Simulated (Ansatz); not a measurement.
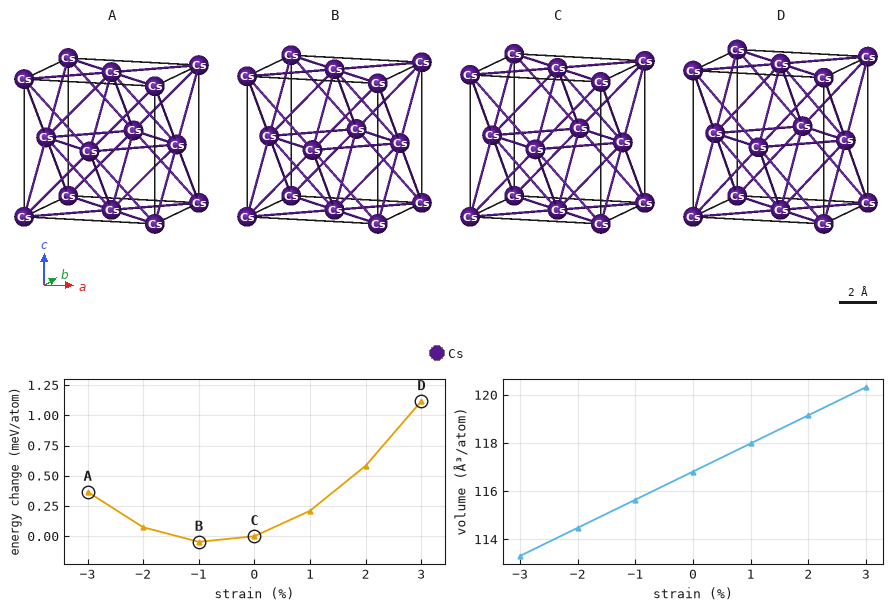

Members of a series of calculations on a crystal of Cs (set up in I4/mmm), marked on the first curve. Style: ball-and-stick. Shown: the conventional cell (2 times the calculation's cell), slightly off an axis. Lengths and directions refer to the drawn axes.

Method: DFT PBE, scalar-relativistic, plane waves, PAW in Ansatz 0.2.0. Settings: plane-wave cutoff 420 eV; k-point mesh 8 × 8 × 6; occupations gaussian; smearing width 0.1 eV; no spin polarisation.

**Which kind of strain is it, and how does the structure respond?**

Strain along c alone, the other axes held, atoms relaxed. A (strain −3.0 %): energy change 0.4 meV/atom, volume 113.31 Å³ per atom. B (strain −1.0 %): energy change 0.0 meV/atom, volume 115.65 Å³ per atom. C (strain 0.0 %): energy change 0.0 meV/atom, volume 116.82 Å³ per atom. D (strain 3.0 %): energy change 1.1 meV/atom, volume 120.32 Å³ per atom. The rest compares A with D. The drawn cell changes as follows: a = b unchanged at 7.652 Å, c 7.740 → 8.219 Å (+6.2 %); the volume changes by +6.2 %. Near-neighbour distances before and after: Cs–Cs 5.442 → 5.615 Å.
